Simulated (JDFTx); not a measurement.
Run report: SnO, geometry relaxation (part 3 of 4)

SnO (4 atoms in the cell); Kohn-Sham DFT of a periodic cell, r2SCAN, SG15-PBE-1.2, no spin polarisation (JDFTx 1.7.0 (patched build)); cutoff 1360.57 eV, 3×3×2 k-mesh, fermi-dirac of 0.05 eV. The structure derives from a Materials Project entry.

Geometry of the input (Å; fractional positions):
```
3.8137  0.0000  0.0000
0.0000  3.8137  0.0000
0.0000  0.0000  4.8869
Sn 0.5000  0.0000  0.7646
Sn 0.0000  0.5000  0.2354
O  0.0000  0.0000  0.0000
O  0.5000  0.5000  0.0000
```

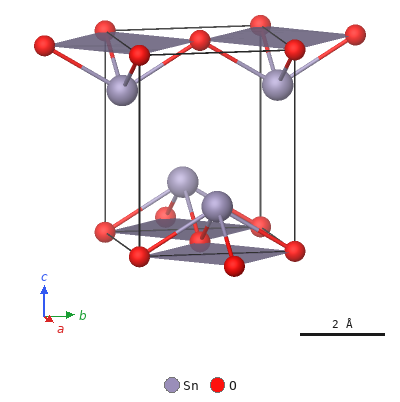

Figure 1. The input geometry (polyhedral view of the cell of the calculation, seen slightly off an axis; polyhedra are completed across the faces of the cell). An atom can appear more than once, as a periodic image.

**What the program printed, continued**
```
-------- Electronic minimization -----------
Will mix electronic and kinetic density at each iteration.
	FillingsUpdate:  mu: +0.430120278  nElectrons: 40.000000
	FillingsUpdate:  mu: +0.438199297  nElectrons: 40.000000
SCF: Cycle:  0   F: -151.866201508208775   dF: -5.359e-02   |Residual|: 5.178e-01   |deigs|: 3.245e-03
	FillingsUpdate:  mu: +0.434640894  nElectrons: 40.000000
SCF: Cycle:  1   F: -151.910467900485997   dF: -4.427e-02   |Residual|: 2.084e-01   |deigs|: 1.325e-02
	FillingsUpdate:  mu: +0.436087105  nElectrons: 40.000000
[... 9 further cycles ...]
SCF: Cycle: 11   F: -151.913886920520866   dF: -9.587e-10   |Residual|: 4.171e-05   |deigs|: 4.419e-06
	FillingsUpdate:  mu: +0.436089680  nElectrons: 40.000000
SCF: Cycle: 12   F: -151.913886920878525   dF: -3.577e-10   |Residual|: 1.317e-05   |deigs|: 3.574e-07
SCF: Converged (|Delta E|<1.000000e-09 for 2 iters).

Setting wave functions to eigenvectors of Hamiltonian
LatticeMinimize: 	Wolfe criterion not satisfied: alpha: 1  (E-E0)/|gdotd0|: 0.495175  gdotd/gdotd0: -1.99795 (taking cubic step)

-------- Electronic minimization -----------
Will mix electronic and kinetic density at each iteration.
	FillingsUpdate:  mu: +0.436089680  nElectrons: 40.000000
	FillingsUpdate:  mu: +0.426483946  nElectrons: 40.000000
SCF: Cycle:  0   F: -151.889941738056223   dF: -2.059e-02   |Residual|: 3.412e-01   |deigs|: 1.454e-03
	FillingsUpdate:  mu: +0.433099489  nElectrons: 40.000000
SCF: Cycle:  1   F: -151.912520098476989   dF: -2.258e-02   |Residual|: 1.375e-01   |deigs|: 9.584e-03
	FillingsUpdate:  mu: +0.432266331  nElectrons: 40.000000
[... 9 further cycles ...]
SCF: Cycle: 11   F: -151.913924012018157   dF: -7.357e-10   |Residual|: 1.609e-05   |deigs|: 2.467e-06
	FillingsUpdate:  mu: +0.432237867  nElectrons: 40.000000
SCF: Cycle: 12   F: -151.913924012202671   dF: -1.845e-10   |Residual|: 1.131e-05   |deigs|: 5.321e-07
SCF: Converged (|Delta E|<1.000000e-09 for 2 iters).

Setting wave functions to eigenvectors of Hamiltonian
# Lattice vectors:
R =
[      7.22094            0            0  ]
[            0      7.22094            0  ]
[            0            0      9.08428  ]
unit cell volume = 473.673

# Strain tensor in Cartesian coordinates:
[   0.00195684            0            0  ]
[            0   0.00195684            0  ]
[            0            0   -0.0163128  ]

# Stress tensor in Cartesian coordinates [Eh/a0^3]:
[ -4.29421e-06            0            0  ]
[            0 -4.29421e-06            0  ]
[            0            0 -1.01027e-05  ]

# Ionic positions in lattice coordinates:
ion Sn   0.500000000000000   0.000000000000000   0.764778422418719 1
ion Sn   0.000000000000000   0.500000000000000   0.235221577581281 1
ion O   0.000000000000000   0.000000000000000   0.000000000000000 1
ion O   0.500000000000000   0.500000000000000   0.000000000000000 1

# Forces in Cartesian coordinates:
force Sn  -0.000000000000000  -0.000000000000000  -0.001890630279297 1
force Sn   0.000000000000000   0.000000000000000   0.001890630279298 1
force O   0.000000000000000   0.000000000000000  -0.000000000000000 1
force O   0.000000000000000   0.000000000000000   0.000000000000000 1

# Energy components:
   Eewald =     -117.8305056140862632
       EH =       36.7442092968895935
     Eloc =     -103.7848846946617414
      Enl =      -31.2787084998652354
      Exc =      -21.1165387053658122
       KE =       85.3525042062067314
-------------------------------------
     Etot =     -151.9139240108827380
       TS =        0.0000000013199293
-------------------------------------
        F =     -151.9139240122026706

LatticeMinimize: Iter:   7  F: -151.913924012202671  |grad|_K:  2.767e-03  alpha:  3.353e-01  linmin: -1.891e-03

-------- Electronic minimization -----------
Will mix electronic and kinetic density at each iteration.
	FillingsUpdate:  mu: +0.432237867  nElectrons: 40.000000
	FillingsUpdate:  mu: +0.455418214  nElectrons: 40.000000
SCF: Cycle:  0   F: -151.469729786323398   dF: -5.934e-01   |Residual|: 1.702e+00   |deigs|: 3.162e-02
	FillingsUpdate:  mu: +0.446048242  nElectrons: 40.000000
SCF: Cycle:  1   F: -151.877742438481164   dF: -4.080e-01   |Residual|: 6.926e-01   |deigs|: 3.943e-02
	FillingsUpdate:  mu: +0.451474890  nElectrons: 40.000000
[... 11 further cycles ...]
SCF: Cycle: 13   F: -151.912972007577707   dF: -3.187e-10   |Residual|: 1.349e-05   |deigs|: 1.084e-06
	FillingsUpdate:  mu: +0.451962898  nElectrons: 40.000000
SCF: Cycle: 14   F: -151.912972007709186   dF: -1.315e-10   |Residual|: 4.639e-06   |deigs|: 8.085e-07
SCF: Converged (|Delta E|<1.000000e-09 for 2 iters).

Setting wave functions to eigenvectors of Hamiltonian
LatticeMinimize: 	Wolfe criterion not satisfied: alpha: 1  (E-E0)/|gdotd0|: 92.1871  gdotd/gdotd0: -183.618 (taking cubic step)

-------- Electronic minimization -----------
Will mix electronic and kinetic density at each iteration.
	FillingsUpdate:  mu: +0.451962898  nElectrons: 40.000000
	FillingsUpdate:  mu: +0.387197473  nElectrons: 40.000000
SCF: Cycle:  0   F: -151.222264932766848   dF: -3.228e-01   |Residual|: 1.629e+00   |deigs|: 3.351e-02
	FillingsUpdate:  mu: +0.429052558  nElectrons: 40.000000
SCF: Cycle:  1   F: -151.888219234936997   dF: -6.660e-01   |Residual|: 6.656e-01   |deigs|: 5.030e-02
	FillingsUpdate:  mu: +0.432314091  nElectrons: 40.000000
[... 11 further cycles ...]
SCF: Cycle: 13   F: -151.913878516280022   dF: -9.181e-10   |Residual|: 5.336e-05   |deigs|: 2.788e-06
	FillingsUpdate:  mu: +0.434231333  nElectrons: 40.000000
SCF: Cycle: 14   F: -151.913878516484061   dF: -2.040e-10   |Residual|: 1.104e-05   |deigs|: 7.442e-07
SCF: Converged (|Delta E|<1.000000e-09 for 2 iters).

Setting wave functions to eigenvectors of Hamiltonian
LatticeMinimize: 	Wolfe criterion not satisfied: alpha: 0.00526709  (E-E0)/|gdotd0|: 4.40556  gdotd/gdotd0: -12.9029 (taking cubic step)

-------- Electronic minimization -----------
Will mix electronic and kinetic density at each iteration.
	FillingsUpdate:  mu: +0.434231333  nElectrons: 40.000000
	FillingsUpdate:  mu: +0.434077736  nElectrons: 40.000000
SCF: Cycle:  0   F: -151.913864302678917   dF: -1.387e-05   |Residual|: 8.694e-03   |deigs|: 9.294e-07
	FillingsUpdate:  mu: +0.434154450  nElectrons: 40.000000
SCF: Cycle:  1   F: -151.913878112776899   dF: -1.381e-05   |Residual|: 3.286e-03   |deigs|: 2.393e-04
	FillingsUpdate:  mu: +0.434132150  nElectrons: 40.000000
[... 5 further cycles ...]
SCF: Cycle:  7   F: -151.913879202077538   dF: -5.305e-10   |Residual|: 1.476e-05   |deigs|: 1.630e-06
	FillingsUpdate:  mu: +0.434132397  nElectrons: 40.000000
SCF: Cycle:  8   F: -151.913879202127390   dF: -4.985e-11   |Residual|: 4.662e-06   |deigs|: 3.552e-07
SCF: Converged (|Delta E|<1.000000e-09 for 2 iters).

Setting wave functions to eigenvectors of Hamiltonian
LatticeMinimize: 	Wolfe criterion not satisfied: alpha: 1.05431e-06  (E-E0)/|gdotd0|: 4.33917  gdotd/gdotd0: -12.2467 (taking cubic step)

-------- Electronic minimization -----------
Will mix electronic and kinetic density at each iteration.
	FillingsUpdate:  mu: +0.434132397  nElectrons: 40.000000
	FillingsUpdate:  mu: +0.434132139  nElectrons: 40.000000
SCF: Cycle:  0   F: -151.913879202253781   dF: +4.547e-12   |Residual|: 6.777e-06   |deigs|: 1.666e-10
	FillingsUpdate:  mu: +0.434132248  nElectrons: 40.000000
SCF: Cycle:  1   F: -151.913879202269811   dF: -1.603e-11   |Residual|: 1.894e-06   |deigs|: 2.289e-07
	FillingsUpdate:  mu: +0.434132246  nElectrons: 40.000000
SCF: Cycle:  2   F: -151.913879202271431   dF: -1.620e-12   |Residual|: 1.431e-06   |deigs|: 6.071e-08
SCF: Converged (|Delta E|<1.000000e-09 for 2 iters).

Setting wave functions to eigenvectors of Hamiltonian
LatticeMinimize: 	Wolfe criterion not satisfied: alpha: 4.2695e-14  (E-E0)/|gdotd0|: 4.33916  gdotd/gdotd0: -12.2517 (taking cubic step)

-------- Electronic minimization -----------
Will mix electronic and kinetic density at each iteration.
	FillingsUpdate:  mu: +0.434132246  nElectrons: 40.000000
	FillingsUpdate:  mu: +0.434132248  nElectrons: 40.000000
SCF: Cycle:  0   F: -151.913879202270948   dF: +4.263e-13   |Residual|: 1.306e-06   |deigs|: 1.058e-10
	FillingsUpdate:  mu: +0.434132228  nElectrons: 40.000000
SCF: Cycle:  1   F: -151.913879202271829   dF: -8.811e-13   |Residual|: 9.671e-07   |deigs|: 5.081e-08
	FillingsUpdate:  mu: +0.434132232  nElectrons: 40.000000
SCF: Cycle:  2   F: -151.913879202272000   dF: -1.705e-13   |Residual|: 7.215e-07   |deigs|: 1.422e-08
SCF: Converged (|Delta E|<1.000000e-09 for 2 iters).

Setting wave functions to eigenvectors of Hamiltonian
LatticeMinimize: 	Undoing step.

-------- Electronic minimization -----------
Will mix electronic and kinetic density at each iteration.
	FillingsUpdate:  mu: +0.434132232  nElectrons: 40.000000
	FillingsUpdate:  mu: +0.434132235  nElectrons: 40.000000
SCF: Cycle:  0   F: -151.913879202271858   dF: +1.421e-13   |Residual|: 7.887e-07   |deigs|: 5.223e-11
	FillingsUpdate:  mu: +0.434132246  nElectrons: 40.000000
SCF: Cycle:  1   F: -151.913879202271971   dF: -1.137e-13   |Residual|: 6.223e-07   |deigs|: 3.156e-08
	FillingsUpdate:  mu: +0.434132244  nElectrons: 40.000000
[... 2 further cycles ...]
SCF: Cycle:  4   F: -151.913879202271914   dF: +5.684e-14   |Residual|: 7.376e-08   |deigs|: 6.025e-09
	FillingsUpdate:  mu: +0.434132236  nElectrons: 40.000000
SCF: Cycle:  5   F: -151.913879202272312   dF: -3.979e-13   |Residual|: 1.930e-08   |deigs|: 1.985e-09
SCF: Converged (|Residual|<1.000000e-07 for 2 iters).

Setting wave functions to eigenvectors of Hamiltonian
LatticeMinimize: 	Step failed: resetting history.
# Lattice vectors:
R =
[      7.22069            0            0  ]
[            0      7.22069            0  ]
[            0            0      9.05847  ]
unit cell volume = 472.293

# Strain tensor in Cartesian coordinates:
[   0.00192157            0            0  ]
[            0   0.00192157            0  ]
[            0            0   -0.0191081  ]

# Stress tensor in Cartesian coordinates [Eh/a0^3]:
[ -1.42957e-05            0            0  ]
[            0 -1.42957e-05            0  ]
[            0            0 -2.66036e-05  ]

# Ionic positions in lattice coordinates:
ion Sn   0.500000000000000   0.000000000000000   0.765173955599152 1
ion Sn   0.000000000000000   0.500000000000000   0.234826044400848 1
ion O   0.000000000000000   0.000000000000000   0.000000000000000 1
ion O   0.500000000000000   0.500000000000000   0.000000000000000 1

# Forces in Cartesian coordinates:
force Sn   0.000000000000000   0.000000000000000  -0.003634687979218 1
force Sn   0.000000000000000   0.000000000000000   0.003634687979220 1
force O  -0.000000000000000   0.000000000000000   0.000000000000000 1
force O   0.000000000000000   0.000000000000000  -0.000000000000000 1

# Energy components:
   Eewald =     -117.9365515259328419
       EH =       36.6937675321313677
     Eloc =     -103.6358161479293898
      Enl =      -31.2819151399489961
      Exc =      -21.1207502442788950
       KE =       85.3673863248079527
-------------------------------------
     Etot =     -151.9138792011508485
       TS =        0.0000000011214725
-------------------------------------
        F =     -151.9138792022723123

LatticeMinimize: Iter:   8  F: -151.913879202272312  |grad|_K:  5.521e-03  alpha:  7.002e-29

-------- Electronic minimization -----------
Will mix electronic and kinetic density at each iteration.
	FillingsUpdate:  mu: +0.434132236  nElectrons: 40.000000
	FillingsUpdate:  mu: +0.433391763  nElectrons: 40.000000
SCF: Cycle:  0   F: -151.912915047483580   dF: -1.110e-03   |Residual|: 5.750e-02   |deigs|: 7.208e-05
	FillingsUpdate:  mu: +0.433276268  nElectrons: 40.000000
SCF: Cycle:  1   F: -151.913841361635804   dF: -9.263e-04   |Residual|: 2.675e-02   |deigs|: 1.379e-03
	FillingsUpdate:  mu: +0.433541521  nElectrons: 40.000000
[... 7 further cycles ...]
SCF: Cycle:  9   F: -151.913906026174004   dF: -6.324e-10   |Residual|: 3.192e-05   |deigs|: 1.361e-06
	FillingsUpdate:  mu: +0.433657540  nElectrons: 40.000000
SCF: Cycle: 10   F: -151.913906026471693   dF: -2.977e-10   |Residual|: 2.173e-05   |deigs|: 1.054e-06
SCF: Converged (|Delta E|<1.000000e-09 for 2 iters).

Setting wave functions to eigenvectors of Hamiltonian
# Lattice vectors:
R =
[      7.22148            0            0  ]
[            0      7.22148            0  ]
[            0            0      9.06032  ]
unit cell volume = 472.494

# Strain tensor in Cartesian coordinates:
[   0.00203197            0            0  ]
[            0   0.00203197            0  ]
[            0            0    -0.018907  ]

# Stress tensor in Cartesian coordinates [Eh/a0^3]:
[ -9.33911e-06            0            0  ]
[            0 -9.33911e-06            0  ]
[            0            0 -1.99115e-05  ]

# Ionic positions in lattice coordinates:
ion Sn   0.500000000000000   0.000000000000000   0.764772707946431 1
ion Sn   0.000000000000000   0.500000000000000   0.235227292053569 1
ion O   0.000000000000000   0.000000000000000  -0.000000000000000 1
ion O   0.500000000000000   0.500000000000000   0.000000000000000 1

# Forces in Cartesian coordinates:
force Sn  -0.000000000000000   0.000000000000000  -0.002800768856479 1
force Sn   0.000000000000000   0.000000000000000   0.002800768856479 1
force O  -0.000000000000000   0.000000000000000   0.000000000000000 1
force O  -0.000000000000000   0.000000000000000   0.000000000000000 1

# Energy components:
   Eewald =     -117.9738256173973241
       EH =       36.6504970940149519
     Eloc =     -103.5517782248286096
      Enl =      -31.2805779097758681
      Exc =      -21.1189229601868576
       KE =       85.3607015929569997
-------------------------------------
     Etot =     -151.9139060252167042
       TS =        0.0000000012550003
-------------------------------------
        F =     -151.9139060264716932

LatticeMinimize: Iter:   9  F: -151.913906026471693  |grad|_K:  4.215e-03  alpha:  1.000e+00  linmin: -3.778e-01

-------- Electronic minimization -----------
Will mix electronic and kinetic density at each iteration.
	FillingsUpdate:  mu: +0.433657540  nElectrons: 40.000000
	FillingsUpdate:  mu: +0.431767146  nElectrons: 40.000000
SCF: Cycle:  0   F: -151.905554220842930   dF: -9.363e-03   |Residual|: 1.692e-01   |deigs|: 6.097e-04
	FillingsUpdate:  mu: +0.431489455  nElectrons: 40.000000
SCF: Cycle:  1   F: -151.913384564458369   dF: -7.830e-03   |Residual|: 7.746e-02   |deigs|: 3.971e-03
	FillingsUpdate:  mu: +0.432279874  nElectrons: 40.000000
[... 11 further cycles ...]
SCF: Cycle: 13   F: -151.913943151649590   dF: -4.800e-11   |Residual|: 9.651e-06   |deigs|: 9.197e-08
	FillingsUpdate:  mu: +0.432605069  nElectrons: 40.000000
SCF: Cycle: 14   F: -151.913943151673180   dF: -2.359e-11   |Residual|: 3.800e-06   |deigs|: 8.958e-08
SCF: Converged (|Delta E|<1.000000e-09 for 2 iters).

Setting wave functions to eigenvectors of Hamiltonian
# Lattice vectors:
R =
[      7.22231            0            0  ]
[            0      7.22231            0  ]
[            0            0      9.06508  ]
unit cell volume = 472.851

# Strain tensor in Cartesian coordinates:
[   0.00214696            0            0  ]
[            0   0.00214696            0  ]
[            0            0   -0.0183919  ]

# Stress tensor in Cartesian coordinates [Eh/a0^3]:
[  3.16841e-06            0            0  ]
[            0  3.16841e-06            0  ]
[            0            0  -1.2962e-06  ]

# Ionic positions in lattice coordinates:
ion Sn   0.500000000000000   0.000000000000000   0.763606047867862 1
ion Sn   0.000000000000000   0.500000000000000   0.236393952132138 1
ion O   0.000000000000000   0.000000000000000  -0.000000000000000 1
ion O   0.500000000000000   0.500000000000000   0.000000000000000 1

# Forces in Cartesian coordinates:
force Sn   0.000000000000000  -0.000000000000000  -0.000439159994553 1
force Sn   0.000000000000000  -0.000000000000000   0.000439159994553 1
force O  -0.000000000000000  -0.000000000000000  -0.000000000000000 1
force O  -0.000000000000000   0.000000000000000  -0.000000000000000 1

# Energy components:
   Eewald =     -118.0981615825257052
       EH =       36.5184158788228288
     Eloc =     -103.2862571391483186
      Enl =      -31.2771233224830141
      Exc =      -21.1142376483414402
       KE =       85.3434206637781614
-------------------------------------
     Etot =     -151.9139431498974773
       TS =        0.0000000017756971
-------------------------------------
        F =     -151.9139431516731804

LatticeMinimize: Iter:  10  F: -151.913943151673180  |grad|_K:  6.820e-04  alpha:  1.000e+00  linmin: -2.702e-01
```
